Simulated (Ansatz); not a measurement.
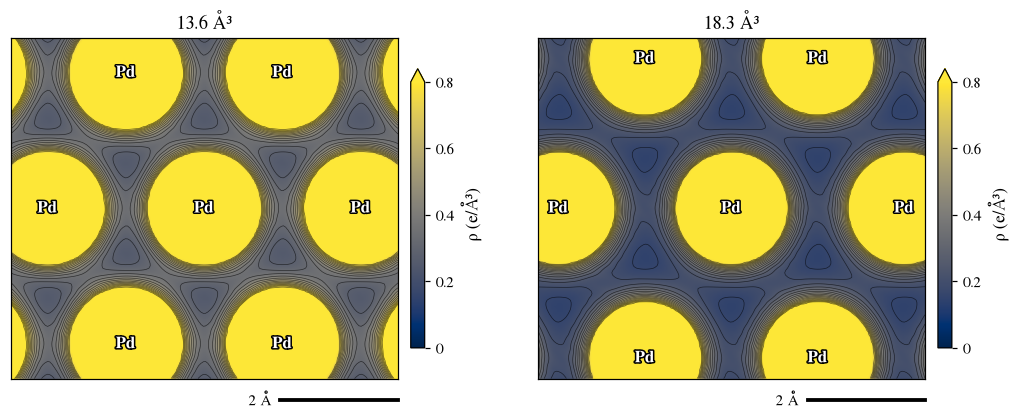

Pd. The valence pseudo-density of cells scaled evenly to different volumes (given per atom above each panel), on the (001) plane of each (indices in the axes of the cell below), at one length scale and on one colour scale.

A structure from a database of computed crystals, not necessarily the ambient phase.

The calculation used DFT PBE, scalar-relativistic, plane waves, PAW (Ansatz).

In a PAW calculation such maps are meaningful between the atoms, not at the nuclei.

The largest cell:

```cif
data_structure
_symmetry_space_group_name_H-M 'P 1'
_symmetry_Int_Tables_number 1
_cell_length_a 2.9465
_cell_length_b 2.9465
_cell_length_c 9.7294
_cell_angle_alpha 90.000
_cell_angle_beta 90.000
_cell_angle_gamma 120.000
_cell_volume 73.15
loop_
_atom_site_label
_atom_site_type_symbol
_atom_site_fract_x
_atom_site_fract_y
_atom_site_fract_z
_atom_site_occupancy
Pd1 Pd 0.00000 0.00000 0.00000 1
Pd2 Pd 0.33333 0.66667 0.25000 1
Pd3 Pd 0.00000 0.00000 0.50000 1
Pd4 Pd 0.66667 0.33333 0.75000 1
```

| volume (Å³/atom) | Pd–Pd contact in the plane (Å) | ρ at its midpoint (e/Å³) | pressure (GPa) | 
| --- | --- | --- | --- |
| 13.59 | 2.669 | 0.346 | 28.6 | 
| 15.36 | 2.780 | ? | ? | 
| 18.29 | 2.946 | 0.205 | −17.9 | 

What values belong in the row with question marks?

Answer. Over the known rows ln ρ falls by 1.89 per Å of Pd–Pd distance (the line through the two), which gives 0.281 e/Å³ at 2.780 Å; the calculation gives 0.283 e/Å³. For the pressure, a straight line in volume between the neighbouring rows gives 11.1 GPa; the calculation gives 0.0, lower because pressure rises ever faster on compression.
